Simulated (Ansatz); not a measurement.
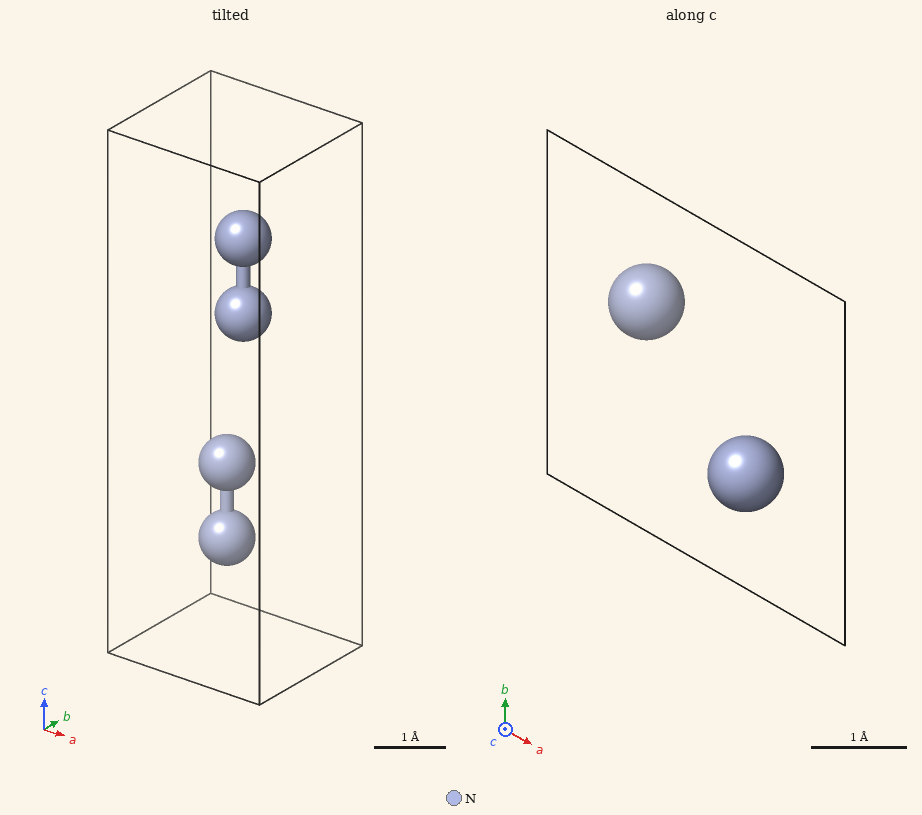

The figure gives a ball-and-stick picture of the atoms, viewed slightly off an axis and along the c axis. Lines trace the edges of the conventional unit cell.

N, space group P6_3/mmc (No. 194), a = 3.620 Å, b = 3.620 Å, c = 7.641 Å, α = 90.00°, β = 90.00°, γ = 120.00°. Provenance: a structure listed in the Materials Project. The cell was then strained or its atoms displaced on purpose. It was run through Ansatz as a DFT input.

This one geometry was computed with Ansatz (DFT, plane waves, PAW) at three levels of theory: PBE, r2SCAN and HSE06.

> Which level gives the highest pressure at this volume, and what does that say about its equilibrium volume?

Highest: PBE (2.4 GPa), which points to the largest equilibrium volume. Lowest, with the smallest volume: HSE06 (-0.4 GPa). Levels within 0.5 GPa of each other can't be told apart.

> How does the band gap change with the level of theory?

PBE: a gap of 7.12 eV, indirect; r2SCAN: a gap of 7.78 eV, indirect; HSE06: a gap of 9.42 eV, indirect.

> Collect the results in a table.

| level | cutoff (eV) | k-mesh of the run's cell | gap (eV) | pressure (GPa) |
| --- | --- | --- | --- | --- |
| PBE | 420 | 12×12×4 | 7.12 | 2.4 |
| r2SCAN | 500 | 12×12×4 | 7.78 | 0.2 |
| HSE06 | 420 | 6×6×2 | 9.42 | -0.4 |

Gaps are taken on the k-mesh or band path of each run.
